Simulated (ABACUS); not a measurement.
**Single-point calculation at one volume of an equation of state of CoSi₂ (part 2 of 2)**

The same run, continued: CoSi₂ (3 atoms in the cell); Kohn-Sham DFT of a periodic cell, PBE, PseudoDojo NC SR 0.4.1 PBE standard, spin-polarised (ABACUS 3.10.1); cutoff 1319.75 eV, 9×9×9 k-mesh, fermi-dirac of 0.05 eV, collinear spins. The structure derives from an entry of the Crystallography Open Database. It belongs to a series of runs on one base structure; here: volume scaled by 0.94.

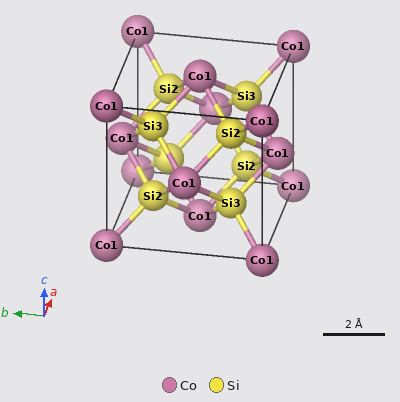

Fig. 1: The input geometry (ball-and-stick view of the cell 4 times as large as that of the calculation, set on its symmetry axes, seen at an oblique angle; atoms are numbered from 1 in the order of the input).

The program's output, continued:
```
----------------------------------------------------------
 E_KohnSham     -323.0900724053      -4395.8659519443
 E_Harris       -320.6518192746      -4362.6918162002
 E_Fermi        1.0156418590         13.8185164098
----------------------------------------------------------

 PW ALGORITHM --------------- ION=   1  ELEC=   4--------------------------------
          total magnetism (Bohr mag/cell) = 0.0326541331788
       absolute magnetism (Bohr mag/cell) = 0.0326549554127
                        nelec for spin up = 12.5163270666
                      nelec for spin down = 12.4836729334

 Density error is 0.00603931383905
                          Error Threshold = 0.000148037813039
----------------------------------------------------------
     Energy           Rydberg                 eV
----------------------------------------------------------
 E_KohnSham     -323.0924077227      -4395.8977255677
 E_Harris       -323.1639074362      -4396.8705290766
 E_Fermi        1.0282782407         13.9904432026
----------------------------------------------------------

 PW ALGORITHM --------------- ION=   1  ELEC=   5--------------------------------
          total magnetism (Bohr mag/cell) = 0.00981930750128
       absolute magnetism (Bohr mag/cell) = 0.0251495092679
                        nelec for spin up = 12.5049096538
                      nelec for spin down = 12.4950903462

 Density error is 0.000856551200352
                          Error Threshold = 2.41572553562e-05
----------------------------------------------------------
     Energy           Rydberg                 eV
----------------------------------------------------------
 E_KohnSham     -323.0930351206      -4395.9062617544
 E_Harris       -323.4533861639      -4400.8090892234
 E_Fermi        1.0321016150         14.0424628795
----------------------------------------------------------

 PW ALGORITHM --------------- ION=   1  ELEC=   6--------------------------------
          total magnetism (Bohr mag/cell) = 0.00310980014913
       absolute magnetism (Bohr mag/cell) = 0.00710914158669
                        nelec for spin up = 12.5015549001
                      nelec for spin down = 12.4984450999

 Density error is 0.000183005447385
                          Error Threshold = 3.42620480141e-06
----------------------------------------------------------
     Energy           Rydberg                 eV
----------------------------------------------------------
 E_KohnSham     -323.0930450474      -4395.9063968150
 E_Harris       -323.1832386967      -4397.1335443696
 E_Fermi        1.0312296726         14.0305994942
----------------------------------------------------------

 PW ALGORITHM --------------- ION=   1  ELEC=   7--------------------------------
          total magnetism (Bohr mag/cell) = -0.000254860699491
       absolute magnetism (Bohr mag/cell) = 0.0094789807147
                        nelec for spin up = 12.4998725697
                      nelec for spin down = 12.5001274303

 Density error is 6.63497233185e-05
                          Error Threshold = 7.32021789541e-07
----------------------------------------------------------
     Energy           Rydberg                 eV
----------------------------------------------------------
 E_KohnSham     -323.0930781570      -4395.9068472940
 E_Harris       -322.9430656531      -4393.8658224709
 E_Fermi        1.0306294194         14.0224326296
----------------------------------------------------------

 PW ALGORITHM --------------- ION=   1  ELEC=   8--------------------------------
          total magnetism (Bohr mag/cell) = -0.00162101402446
       absolute magnetism (Bohr mag/cell) = 0.00241109765648
                        nelec for spin up = 12.499189493
                      nelec for spin down = 12.500810507

 Density error is 4.97902244259e-06
                          Error Threshold = 2.65398893274e-07
----------------------------------------------------------
     Energy           Rydberg                 eV
----------------------------------------------------------
 E_KohnSham     -323.0930834405      -4395.9069191805
 E_Harris       -323.0558710139      -4395.4006181422
 E_Fermi        1.0311558620         14.0295952488
----------------------------------------------------------

 PW ALGORITHM --------------- ION=   1  ELEC=   9--------------------------------
          total magnetism (Bohr mag/cell) = -8.46407883591e-06
       absolute magnetism (Bohr mag/cell) = 0.000305097550785
                        nelec for spin up = 12.499995768
                      nelec for spin down = 12.500004232

 Density error is 8.471994155e-07
                          Error Threshold = 1.99160897704e-08
----------------------------------------------------------
     Energy           Rydberg                 eV
----------------------------------------------------------
 E_KohnSham     -323.0930848616      -4395.9069385151
 E_Harris       -323.1074847643      -4396.1028592420
 E_Fermi        1.0313754131         14.0325823950
----------------------------------------------------------

 PW ALGORITHM --------------- ION=   1  ELEC=  10--------------------------------
          total magnetism (Bohr mag/cell) = 0.000792300306952
       absolute magnetism (Bohr mag/cell) = 0.000905997094815
                        nelec for spin up = 12.5003961502
                      nelec for spin down = 12.4996038498

 Density error is 2.927643418e-07
                          Error Threshold = 3.388797662e-09
----------------------------------------------------------
     Energy           Rydberg                 eV
----------------------------------------------------------
 E_KohnSham     -323.0930849233      -4395.9069393542
 E_Harris       -323.1008506163      -4396.0125970290
 E_Fermi        1.0313705151         14.0325157548
----------------------------------------------------------

 PW ALGORITHM --------------- ION=   1  ELEC=  11--------------------------------
          total magnetism (Bohr mag/cell) = 9.76127299913e-05
       absolute magnetism (Bohr mag/cell) = 0.000115301969879
                        nelec for spin up = 12.5000488064
                      nelec for spin down = 12.4999511936

 Density error is 1.3455095812e-08
                          Error Threshold = 1.1710573672e-09
----------------------------------------------------------
     Energy           Rydberg                 eV
----------------------------------------------------------
 E_KohnSham     -323.0930849905      -4395.9069402685
 E_Harris       -323.0910711491      -4395.8795405508
 E_Fermi        1.0313302357         14.0319677249
----------------------------------------------------------

 PW ALGORITHM --------------- ION=   1  ELEC=  12--------------------------------
          total magnetism (Bohr mag/cell) = 3.45046379808e-05
       absolute magnetism (Bohr mag/cell) = 3.5885894094e-05
                        nelec for spin up = 12.5000172523
                      nelec for spin down = 12.4999827477

 Density error is 6.63827527521e-10
                          Error Threshold = 5.38203832479e-11
----------------------------------------------------------
     Energy           Rydberg                 eV
----------------------------------------------------------
 E_KohnSham     -323.0930849941      -4395.9069403180
 E_KS(sigma->0) -323.0927072285      -4395.9018005528
 E_Harris       -323.0931252890      -4395.9074885579
 E_band         -19.0396842504       -259.0481939267
 E_one_elec     -202.9540577060      -2761.3316170230
 E_Hartree      116.5124191262       1585.2327878800
 E_xc           -62.6939467351       -852.9949057057
 E_Ewald        -173.9567441479      -2366.8029259390
 E_entropy(-TS) -0.0007555313        -0.0102795303
 E_descf        0.0000000000         0.0000000000
 E_exx          0.0000000000         0.0000000000
 E_Fermi        1.0313388640         14.0320851194
----------------------------------------------------------

 charge density convergence is achieved
 final etot is -4395.9069403 eV
 EFERMI = 14.032085119 eV

 STATE ENERGY(eV) AND OCCUPATIONS    NSPIN == 2
SPIN UP :
 1/9 kpoint (Cartesian) = 0.0000 0.0000 0.0000 (3839 pws)
       1       -80.8083     0.00137174
       2       -44.1303     0.00137174
       3       -44.1303     0.00137174
       4       -44.1303     0.00137174
       5       0.445923     0.00137174
       6        9.69606     0.00137174
       7        9.69606     0.00137174
       8        9.69606     0.00137174
       9        11.9701     0.00137174
      10        11.9701     0.00137174
      11        15.4388    8.29828e-16
      12        17.5240    6.41103e-34
      13        17.5240    6.41103e-34
      14        17.5240    6.41103e-34
      15        17.7452    7.67769e-36
      16        17.7452    7.67769e-36
      17        17.7452    7.67769e-36
      18        20.0052    1.80144e-55

 2/9 kpoint (Cartesian) = 0.021177 0.021177 0.021177 (3894 pws)
       1       -80.8083      0.0109739
       2       -44.1307      0.0109739
       3       -44.1304      0.0109739
       4       -44.1304      0.0109739
       5       0.642414      0.0109739
       6        9.27150      0.0109739
       7        9.76556      0.0109739
       8        9.76556      0.0109739
       9        11.9119      0.0109739
      10        11.9119      0.0109739
      11        15.1103    4.72933e-12
      12        16.1276    6.90056e-21
      13        16.6033    5.09908e-25
      14        16.6033    5.09908e-25
      15        18.7035    2.91902e-43
      16        18.7035    2.91902e-43
      17        19.4573    8.26627e-50
      18        19.4573    8.26627e-50

 3/9 kpoint (Cartesian) = 0.042355 0.042355 0.042355 (3912 pws)
       1       -80.8083      0.0109739
       2       -44.1318      0.0109739
       3       -44.1305      0.0109739
       4       -44.1305      0.0109739
       5        1.22485      0.0109739
       6        8.16314      0.0109739
       7        9.93917      0.0109739
       8        9.93917      0.0109739
       9        11.8238      0.0109739
      10        11.8238      0.0109739
      11        13.4810      0.0109738
      12        15.5795    3.97973e-16
      13        15.5795    3.97973e-16
      14        16.6345    2.73007e-25
      15        18.3454    3.76379e-40
      16        18.3454    3.76379e-40
      17        19.0985    1.08119e-46
      18        20.4897    8.91752e-59

 4/9 kpoint (Cartesian) = 0.063532 0.063532 0.063532 (3897 pws)
       1       -80.8082      0.0109739
       2       -44.1330      0.0109739
       3       -44.1307      0.0109739
       4       -44.1307      0.0109739
       5        2.16954      0.0109739
       6        6.65167      0.0109739
       7        10.1107      0.0109739
       8        10.1107      0.0109739
       9        11.9001      0.0109739
      10        11.9001      0.0109739
      11        12.3420      0.0109739
      12        14.5399    4.25920e-07
      13        14.5399    4.25920e-07
      14        16.9890    2.27438e-28
      15        17.8977    2.91003e-36
      16        17.8977    2.91003e-36
      17        18.8614    1.24008e-44
      18        22.2759    2.72843e-74

 5/9 kpoint (Cartesian) = 0.084710 0.084710 0.084710 (3900 pws)
       1       -80.8082      0.0109739
       2       -44.1337      0.0109739
       3       -44.1308      0.0109739
       4       -44.1308      0.0109739
       5        3.41207      0.0109739
       6        5.04660      0.0109739
       7        10.1870      0.0109739
       8        10.1870      0.0109739
       9        11.8078      0.0109739
      10        12.2007      0.0109739
      11        12.2007      0.0109739
      12        13.7094      0.0109567
      13        13.7094      0.0109567
      14        16.9715    3.23073e-28
      15        17.7102    1.23696e-34
      16        17.7102    1.23696e-34
      17        18.9441    2.37358e-45
      18        25.0808        0.00000

 6/9 kpoint (Cartesian) = 0.0000 0.0000 0.042355 (3895 pws)
       1       -80.8083     0.00823045
       2       -44.1307     0.00823045
       3       -44.1304     0.00823045
       4       -44.1304     0.00823045
       5       0.707915     0.00823045
       6        9.31559     0.00823045
       7        9.71288     0.00823045
       8        9.71288     0.00823045
       9        11.7117     0.00823045
      10        12.0415     0.00823045
      11        15.5924    2.30425e-16
      12        15.6664    5.25185e-17
      13        15.6664    5.25185e-17
      14        16.6234    2.55488e-25
      15        18.3727    1.63501e-40
      16        18.3832    1.32446e-40
      17        19.9789    1.82974e-54
      18        19.9789    1.82974e-54

[... levels at 12 further k points ...]

------------------------------------------------------------------------------------------
 TOTAL-FORCE (eV/Angstrom)
------------------------------------------------------------------------------------------
                       Co1         0.0000000000         0.0000000000         0.0000000000
                       Si1         0.0000000000         0.0000000000         0.0000000000
                       Si2         0.0000000000         0.0000000000         0.0000000000
------------------------------------------------------------------------------------------

----------------------------------------------------------------
 TOTAL-STRESS (KBAR)
----------------------------------------------------------------
       134.0169912851         0.0000000000        -0.0000000000
        -0.0000000000       134.0169912851         0.0000000000
        -0.0000000000         0.0000000000       134.0169912851
----------------------------------------------------------------
 TOTAL-PRESSURE: 134.016991 KBAR

 --------------------------------------------
 !FINAL_ETOT_IS -4395.9069403179919391 eV
 --------------------------------------------
```

This output came from the following input.

Input file:
```
INPUT_PARAMETERS
suffix              CoSi2
calculation         scf
basis_type          pw
pseudo_dir          ./
symmetry            1
dft_functional      pbe
ecutwfc             97
pseudo_rcut         10
nspin               2
nbands              18
ks_solver           dav
smearing_method     fd
smearing_sigma      0.00367493
scf_thr             1e-08
scf_nmax            100
mixing_type         broyden
mixing_beta         0.4
cal_force           1
cal_stress          1
kpar                4
```

File STRU:
```
ATOMIC_SPECIES
Co 58.9332 Co.upf
Si 28.0850 Si.upf

LATTICE_CONSTANT
1.8897261246

LATTICE_VECTORS
0.0000000000 2.6233315991 2.6233315991
2.6233315991 0.0000000000 2.6233315991
2.6233315991 2.6233315991 0.0000000000

ATOMIC_POSITIONS
Direct

Co
0.0
1
0.0000000000 0.0000000000 0.0000000000 1 1 1 mag 2

Si
0.0
2
0.7500000000 0.7500000000 0.7500000000 1 1 1 mag 0
0.2500000000 0.2500000000 0.2500000000 1 1 1 mag 0
```

File KPT:
```
K_POINTS
0
Gamma
9 9 9 0 0 0
```

Command:
```bash
OMP_NUM_THREADS=1 mpirun -np 4 abacus > log
```

Key numbers:

| quantity | value |
| --- | --- |
| outcome | converged |
| space group (tolerance 0.01 Å) | Fm-3m (225) |
| electrons treated | 25 |
| free energy | −4395.9069 eV |
| Fermi energy | 14.032 eV |
| gap on the k-point mesh | none (metallic) |
| net moment of the cell | 0.00 μB |
| integrated absolute moment | 0.00 μB |
| pressure | 13.40 GPa |
| largest force (length of the vector) | under 0.001 eV/Å |
| hardware | 4 threads of Intel Xeon (Sapphire Rapids), 16 GiB of memory available, shared host |
| wall time | 28 s (CPU time 1.9 min) |
| peak memory | 0.52 GiB |

Remarks:

The cell is under a pressure of 13.4 GPa at this level, so it is not at its equilibrium volume.
